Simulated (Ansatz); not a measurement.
**HfS2(001) (P-3m1 bulk, the cell from a database of computed structures, not from a measurement, 6 atomic planes (those closer than 0.6 Å count as one), 8 Å, S-terminated) with one S vacancy in a 2 × 2 cell: images, spectra and barriers**

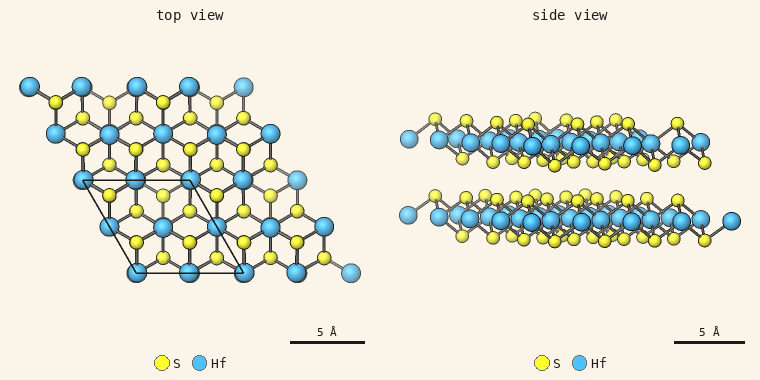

The relaxed structure from above and from the side.

The calculation used Ansatz 0.2.0, DFT PBEsol+D3(BJ), scalar-relativistic, plane waves, PAW. Cutoff 420 eV, 12 × 12 k-points, Gaussian smearing 0.05 eV, dipole correction. The slab is a cut without reconstruction beyond its cell, at the source's lattice constants, with its lower half held fixed and the rest relaxed. The defects repeat every 7.3 Å and interact, so states at the Fermi level and the work function belong to this dense array. Collinear spin; the stability of this spin state wasn't checked. Spin–orbit coupling is left out; with Hf it can shift levels and gaps. The run warns that the functional's potential is rough in the thin density of the vacuum, where the tip is; weak contrasts and barriers may feel it.

Images follow the Tersoff–Hamann model: the current is the local density of the sample's states between the Fermi level and the bias, at the tip's centre. Bias windows are sharp sums over the levels of the k mesh.

```xyz
23
Lattice="7.2793 0.0000 0.0000 -3.6397 6.3041 0.0000 0.0000 0.0000 26.9144" Properties=species:S:1:pos:R:3 pbc="T T T"
S     1.8198    1.0507    9.0000
S     0.0000    4.2027    9.0000
S     5.4595    1.0507    9.0000
S     3.6397    4.2027    9.0000
Hf    0.0000    0.0000   10.4294
Hf   -1.8198    3.1520   10.4294
Hf    3.6397    0.0000   10.4294
Hf    1.8198    3.1520   10.4294
S     0.0000    2.1014   11.8588
S    -1.8198    5.2534   11.8588
S     3.6397    2.1014   11.8588
S     1.8198    5.2534   11.8588
S     1.8198    1.0507   14.4750
S     0.0172    4.2127   14.5993
S     5.4595    1.0308   14.5993
S     3.6224    4.2127   14.5993
Hf    0.0679    0.0392   15.9309
Hf   -1.8198    3.1520   16.0053
Hf    3.5718    0.0392   15.9309
Hf    1.8198    3.0737   15.9309
S     0.0252    2.0868   17.4119
S    -1.8198    5.2825   17.4119
S     3.6145    2.0868   17.4119
```

## 1. Spin contrast

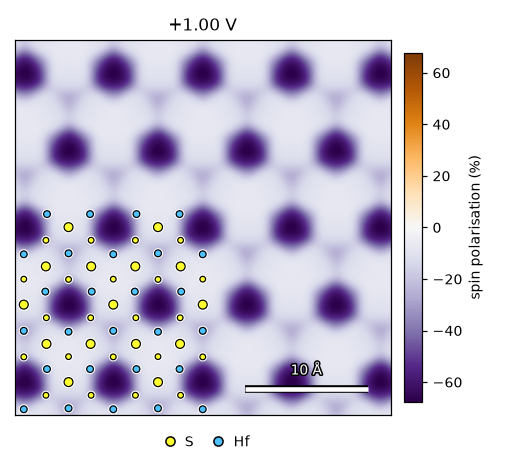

Spin polarisation (up minus down, over the sum) of the tunnelling density 3.0 Å above this surface.

What would a spin-polarised tip see, and which atoms carry the moments?

Answer. At +1.00 V the plane average is −17 %, from −68 % over the vacancy to −7 % over points 1.8 Å to the side of the top S atoms. Plane averages at the other biases: +36 % at −2.00 V, +68 % at −1.00 V, +65 % at −0.50 V, +30 % at −0.25 V, −30 % at +0.25 V, −16 % at +0.50 V and +4 % at +1.50 V. The cell's net moment is 1.4 μB; by Löwdin projection the uppermost moments are +0.3 μB on each of 3 Hf atoms (1.5 Å below the top), and the rest lies on other atoms.

## 2. The defect in the image

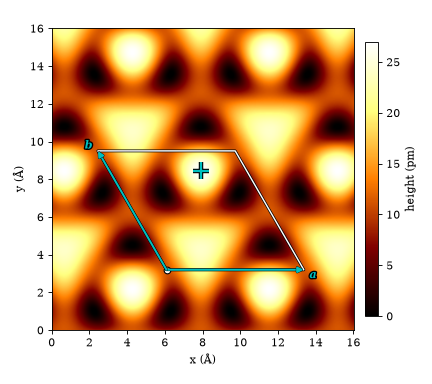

Constant-current image at a set point of 6.2 × 10⁻⁸ e/Å³, sample bias −1.00 V, of HfS2(001) (P-3m1 bulk, the cell from a database of computed structures, not from a measurement, 6 atomic planes (those closer than 0.6 Å count as one), 8 Å, S-terminated) with one defect or adsorbate in every 2 × 2 cell; the cross marks its site, and a white outline, where drawn, is that cell.

The feature is an S vacancy. How does it appear?

Answer. Its site appears as a protrusion about 11 pm above the mean of the area farther than 3.4 Å from it. The brightest spots lie over the vacancy, with weaker maxima over the sites above the S atoms 2.9 Å below the top plane away from the vacancy; the darkest points are over the sites above the S atoms 2.8 Å below the top plane next to the vacancy.

## 3. One image

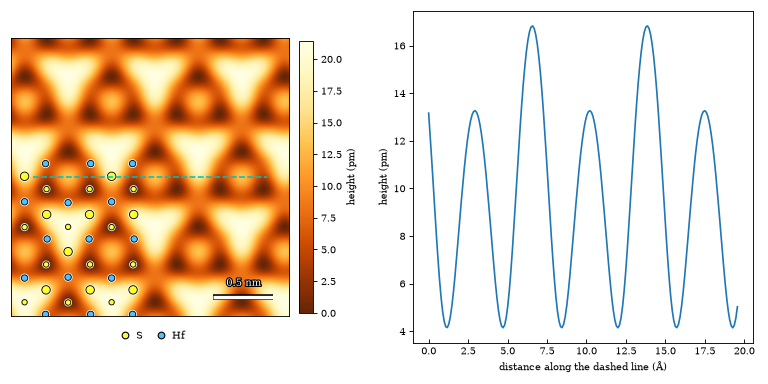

Constant-current image at a set point of 9.5 × 10⁻⁸ e/Å³ of this surface, sample bias −2.00 V. The atoms seen from above are drawn over one corner (deeper ones smaller). The right panel is the profile along the dashed line.

Which atoms or sites appear bright, which dark, and how strong is the contrast?

Answer. The brightest spots lie over the sites above the S atoms 2.9 Å below the top plane away from the vacancy, with weaker maxima over the vacancy; the darkest points are over the sites above the S atoms 2.8 Å below the top plane next to the vacancy. The corrugation is 21 pm at a mean tip height of 5.0 Å.

## 4. Approach curves

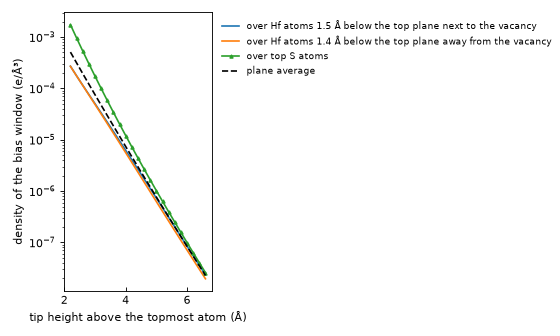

Approach curves over this surface at a sample bias of +1.50 V.

Estimate the decay constant and the apparent barrier, and compare with the vacuum level, which the run puts 4.80 eV above zero bias.

Answer. Near 4 Å the plane average falls as exp(−2.30 z/Å), a factor of 9.9 per ångström, which gives an apparent barrier of 5.0 eV (0.952 eV Å² times the slope squared). The upper edge of the window lies 3.30 eV under the vacuum level. The apparent barrier is well above 3.30 eV. At 4 Å the 0.50 eV of states nearest the upper edge carry 41 % of the density.

## 5. States by depth

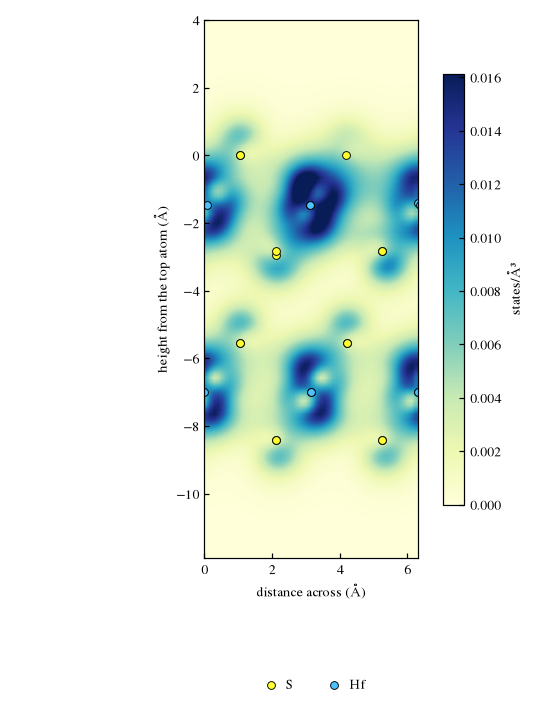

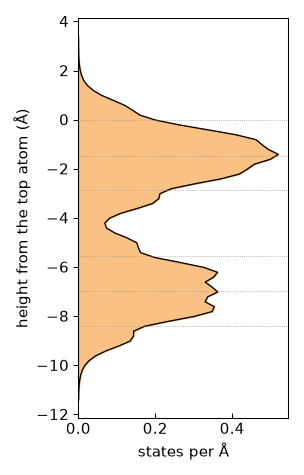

Density of all states between +0.25 and +0.50 eV (zero: the Fermi level) of this surface: side view, averaged along the second cell vector, and the full density summed over planes, the part near the nuclei included (dotted lines mark the atomic planes).

The first picture shows the smooth PAW orbitals' density alone; the shares below count all of it.

How is this energy window spread over the atomic planes?

Answer. The window holds 2.7 states per cell. Shares by plane (space cut midway between planes), top to bottom: S (3 atoms) 14 %, Hf (4 atoms) 24 %, S (4 atoms) 17 %, S (4 atoms) 14 %, Hf (4 atoms) 19 %, S (4 atoms) 12 %; the outer planes' shares include the vacuum, and density in a gap between layers is shared out between the planes on either side.

## 6. Bias series

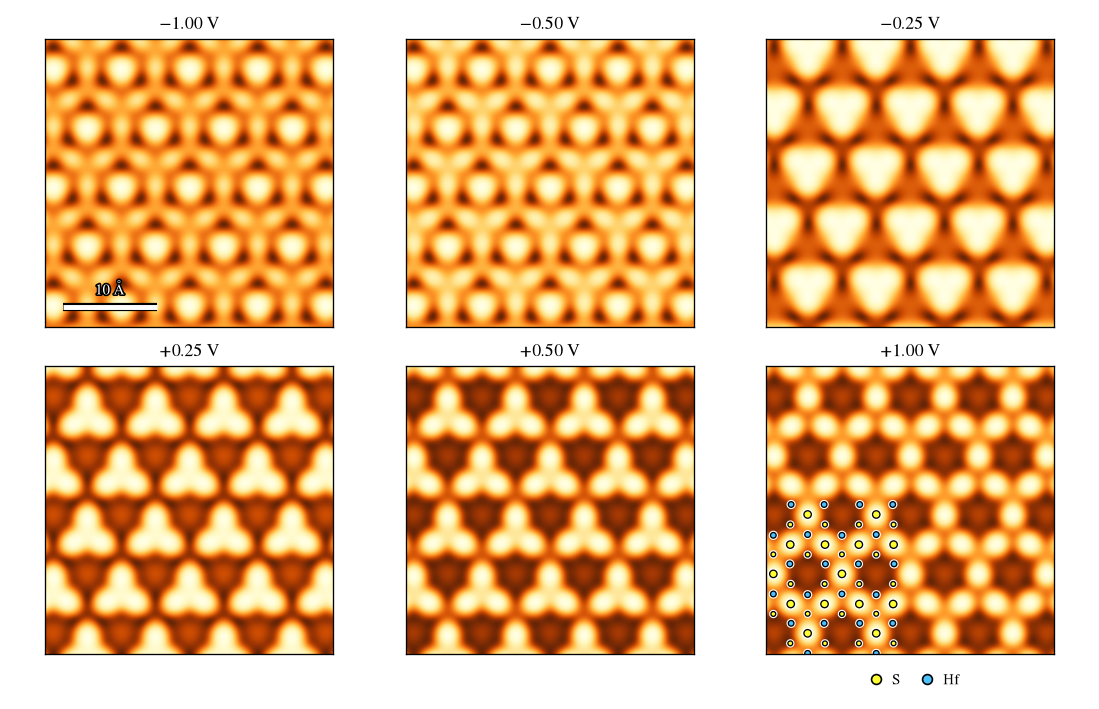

Constant-current images of this surface at 6 sample biases, each on its own colour scale; the last has the atoms seen from above drawn over one corner (deeper ones smaller).

How do the images change with bias?

Answer.
| bias | set point (e/Å³) | corrugation | brightest over |
| --- | --- | --- | --- |
| −1.00 V | 2.9 × 10⁻⁶ | 50 pm | vacancy |
| −0.50 V | 2.6 × 10⁻⁶ | 50 pm | vacancy |
| −0.25 V | 1.4 × 10⁻⁶ | 74 pm | points 1.0 Å to the side of the top S atoms and sites above the S atoms 2.9 Å below the top plane away from the vacancy |
| +0.25 V | 4.3 × 10⁻⁶ | 61 pm | points just beside the top S atoms and top S atoms |
| +0.50 V | 6.8 × 10⁻⁶ | 50 pm | top S atoms |
| +1.00 V | 1.5 × 10⁻⁵ | 52 pm | top S atoms |

The slab has states at the Fermi level, so this model gives a current down to small biases. Its work function (top face) is 4.80 eV.
